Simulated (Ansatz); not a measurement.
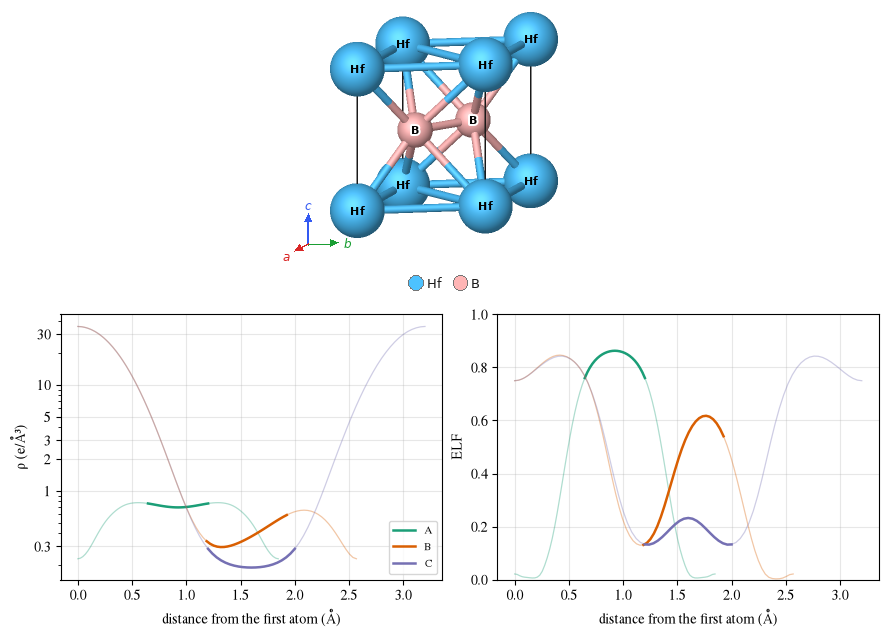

Figure 1: HfB2. Valence pseudo-density and ELF along straight lines between neighbouring atoms. Thin, pale parts lie inside the atomic spheres. The structure is drawn too.

Space group P6/mmm; changed on purpose from its base cell (volume × 1.06, shape and atoms relaxed); computed pressure about −13 GPa in this cell.

Method: DFT PBE, scalar-relativistic, plane waves, PAW in Ansatz 0.2.0.

In a PAW calculation such maps are meaningful between the atoms, not at the nuclei.

```cif
data_structure
_symmetry_space_group_name_H-M 'P 1'
_symmetry_Int_Tables_number 1
_cell_length_a 3.2011
_cell_length_b 3.2011
_cell_length_c 3.5682
_cell_angle_alpha 90.000
_cell_angle_beta 90.000
_cell_angle_gamma 120.000
_cell_volume 31.66
loop_
_atom_site_label
_atom_site_type_symbol
_atom_site_fract_x
_atom_site_fract_y
_atom_site_fract_z
_atom_site_occupancy
Hf1 Hf 0.00000 0.00000 0.00000 1
B1 B 0.33333 0.66667 0.50000 1
B2 B 0.66667 0.33333 0.50000 1
```

Q: Which curve belongs to which contact (B–B, Hf–B and Hf–Hf)? The first atom named is at distance zero.

A: Curve A: B–B (1.85 Å): ρ is about 0.7 e/Å³ halfway; the ELF peaks at about 0.85 between the atoms. Curve B: Hf–B (2.57 Å): ρ is about 0.3 e/Å³ halfway; the ELF peaks at about 0.60 in the valence shell of B, 0.8 Å from its nucleus, and is about 0.15 at the midpoint. Curve C: Hf–Hf (3.20 Å): the density is about 0.19 e/Å³ at the midpoint; the ELF is about 0.25 at the midpoint: no shared electron pair shows on this line.
